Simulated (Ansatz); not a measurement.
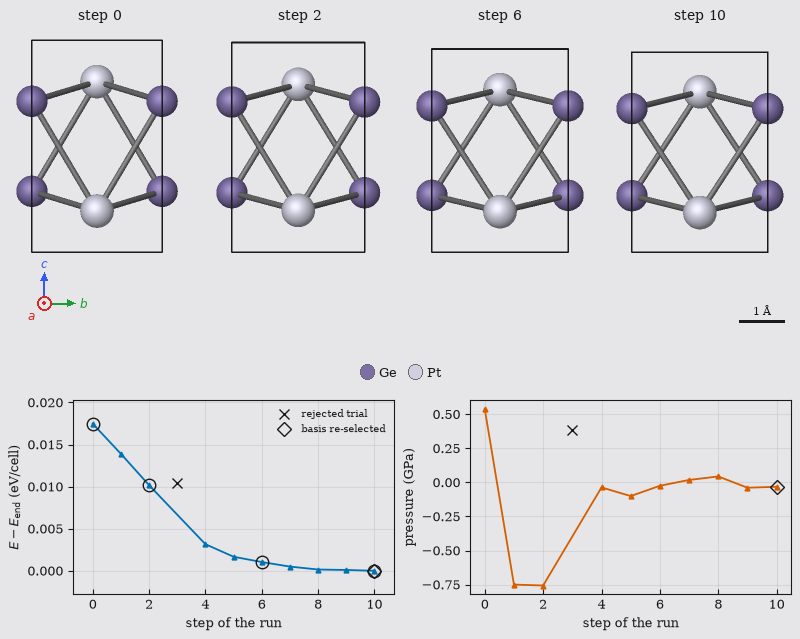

Frames of a relaxation of solid GePt (built on the AuCd (B19)_51 type), marked on the history of the run. The picture is a ball-and-stick view of the cell of the calculation, seen along the a axis.

Case: AuCd (B19) type (Pmma, No. 51).

Method: Ansatz, DFT PBE, scalar-relativistic, plane waves, PAW. Settings: plane-wave cutoff 420 eV; k-point mesh 10 × 16 × 10; occupations gaussian; smearing width 0.1 eV; no spin polarisation; cell and atoms relaxed; force threshold 0.01 eV/Å; at most 80 steps.

### What happens along the run?

The largest moves relative to the cell, 0.023 Å, are those of Ge atoms. Largest moves by element: Ge 0.023 Å, Pt 0.016 Å. Cell: a 4.674 → 4.770 Å (+2.0 %), b 2.925 → 3.052 Å (+4.4 %), c 4.761 → 4.497 Å (−5.5 %). Volume +0.6 %. Some distances before and after: Ge–Pt 2.867 → 2.790 Å, Ge–Pt 2.721 → 2.646 Å, Ge–Pt 2.792 → 2.857 Å. The space group stays Pmma (No. 51). After 8 accepted moves (10 points after the start) the energy has fallen by 17.5 meV per cell of the calculation. The largest force component goes from 0.045 to 0.00051 eV/Å. The pressure goes from 0.54 to −0.03 GPa. The line search rejected the trial step at point 3 of the run. The SCF was repeated once at an unchanged geometry on a basis and grid sized afresh for the cell, which shifted the energy by 0.1 meV per cell of the calculation at most. Cost: 6.5 min on 1 thread of Intel(R) Xeon(R) Platinum 8375C CPU @ 2.90GHz (Ice Lake), with other jobs on the host, peak memory 0.86 GiB. From step 0 to 2: Pt atoms move most (0.02 Å), volume +0.8 %, energy −7.3 meV per cell of the calculation. From step 2 to 6: Ge atoms move most (0.02 Å), volume −0.3 %, energy −9.1 meV per cell of the calculation. From step 6 to 10: energy −1.0 meV per cell of the calculation.
